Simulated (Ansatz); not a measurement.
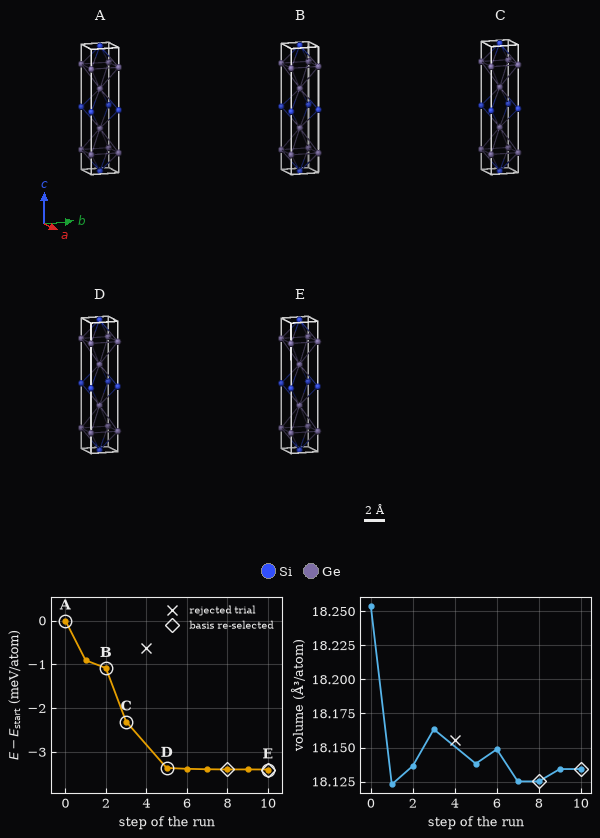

Frames of a relaxation of a crystal of SiGe₂ (a generated structure, set up in I4/mmm), marked on the history of the run. A ball-and-stick model of the conventional cell (2 times the calculation's cell), seen slightly off an axis. Lengths and directions refer to the drawn axes.

Level of theory: Ansatz 0.2.0, DFT PBE, scalar-relativistic, plane waves, PAW. Settings: plane-wave cutoff 420 eV; k-point mesh 22 × 22 × 22; occupations gaussian; smearing width 0.1 eV; no spin polarisation; cell and atoms relaxed; force threshold 0.01 eV/Å; at most 80 steps.

Q: Describe the path.

A: After 7 accepted moves (10 points after the start) the energy has fallen by 3.4 meV per atom. The largest force component goes from 0.077 to 0.00017 eV/Å. Pressure: −0.54 GPa at the start and 0.00 GPa at the end. The line search rejected the trial step at point 4 of the run. At 2 points the geometry stayed and the basis and grid were re-selected for the new cell (energy shift of less than 0.05 meV per atom at most each time). The largest moves relative to the cell, 0.024 Å, are those of Ge atoms. Si stays in place. The volume changes by −0.7 %, with a = b 2.926 → 2.859 Å (−2.3 %), c 12.790 → 13.314 Å (+4.1 %). Some distances before and after: Ge–Ge 3.127 → 3.207 Å, Ge–Ge 2.926 → 2.859 Å, Ge–Si 2.895 → 2.903 Å. The space group stays I4/mmm (No. 139). From step 0 to 2: Ge atoms move most (0.02 Å), volume −0.6 %, energy −1.1 meV per atom. From step 2 to 3: volume +0.1 %, energy −1.2 meV per atom. From step 3 to 5: volume −0.1 %, energy −1.1 meV per atom. From step 5 to 10: energy 0.0 meV per atom.

```tsv
step	E − E(0), meV/atom	largest force component, eV/Å	pressure, GPa	volume, Å³/atom	note
0	0.00	0.0773	-0.54	18.254	
1	-0.91	0.0111	0.08	18.123	
2	-1.08	0.0152	0.04	18.136	
3	-2.31	0.0011	-0.08	18.163	
4	-0.63	0.0539	-0.26	18.156	rejected
5	-3.36	0.0157	-0.05	18.138	
6	-3.38	0.0043	-0.05	18.149	
7	-3.39	0.0004	0.03	18.125	
8	-3.40	0.0004	0.04	18.125	same geometry, new basis
9	-3.40	0.0002	0.00	18.134	
10	-3.40	0.0002	0.00	18.134	same geometry, new basis
```
